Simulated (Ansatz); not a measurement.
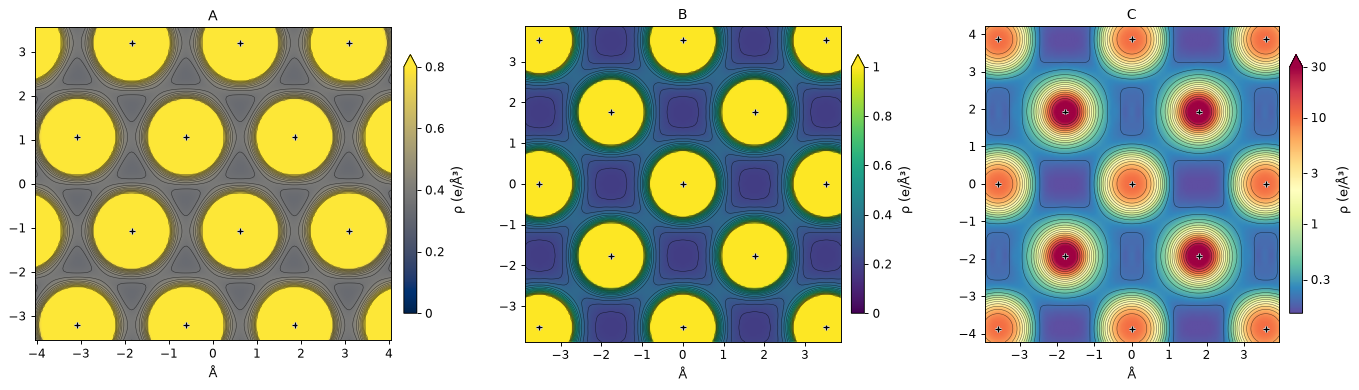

The valence pseudo-density of 3 systems, each on a plane through atoms (crosses mark nuclei in the plane).

These are results of DFT, LDA, PAW with Ansatz's default frozen-core files, scalar-relativistic in Ansatz 0.2.0, not measurements.

System 1: Mn, the (001) plane of the calculation cell. Space group Fm-3m; computed pressure about −15 GPa in this cell; the program warned that a starting moment wasn't kept; spin-polarised, but the moments vanished.

```
Mn
1.0
     0.00000    1.74500    1.74500
    -1.74500    1.74500    0.00000
    -1.74500   -1.74500    3.49000
Mn
2
Cartesian
  0.0000 0.0000 0.0000
  -1.7450 0.0000 1.7450
```

System 2: TiNi, the (11̄0) plane of the conventional cell. Space group P4/mmm; a structure from a database of computed crystals, not necessarily the ambient phase; computed pressure about −10 GPa in this cell; spin-polarised.

```cif
data_structure
_symmetry_space_group_name_H-M 'P 1'
_symmetry_Int_Tables_number 1
_cell_length_a 2.7358
_cell_length_b 2.7358
_cell_length_c 3.5814
_cell_angle_alpha 90.000
_cell_angle_beta 90.000
_cell_angle_gamma 90.000
_cell_volume 26.81
loop_
_atom_site_label
_atom_site_type_symbol
_atom_site_fract_x
_atom_site_fract_y
_atom_site_fract_z
_atom_site_occupancy
Ti1 Ti 0.50000 0.50000 0.50000 1
Ni1 Ni 0.00000 0.00000 0.00000 1
```

System 3: Ni, the (100) plane of the conventional cell. Space group Fm-3m; computed pressure about −18 GPa in this cell; the program warned that a starting moment wasn't kept; spin-polarised, but the moments vanished.

```yaml
crystal:
  lattice:
    - [3.52387, 0.00000, 0.00000]
    - [0.00000, 3.52387, 0.00000]
    - [0.00000, 0.00000, 3.52387]
  atoms:
    - { symbol: Ni, position: [0.00000, 0.00000, 0.00000] }
    - { symbol: Ni, position: [0.00000, 0.50000, 0.50000] }
    - { symbol: Ni, position: [0.50000, 0.50000, 0.00000] }
    - { symbol: Ni, position: [0.50000, 0.00000, 0.50000] }
```

Q: Which map belongs to which system?

A: Panel A is system 1, Mn: the plane holds Mn. Mn–Mn (2.47 Å): the density is about 0.39 e/Å³ at the midpoint. Panel B is system 3, Ni: the plane holds Ni. Ni–Ni (2.49 Å): ρ is about 0.34 e/Å³ halfway. Panel C is system 2, TiNi: the plane holds Ti and Ni. Ti–Ni (2.64 Å): ρ is about 0.26 e/Å³ halfway.
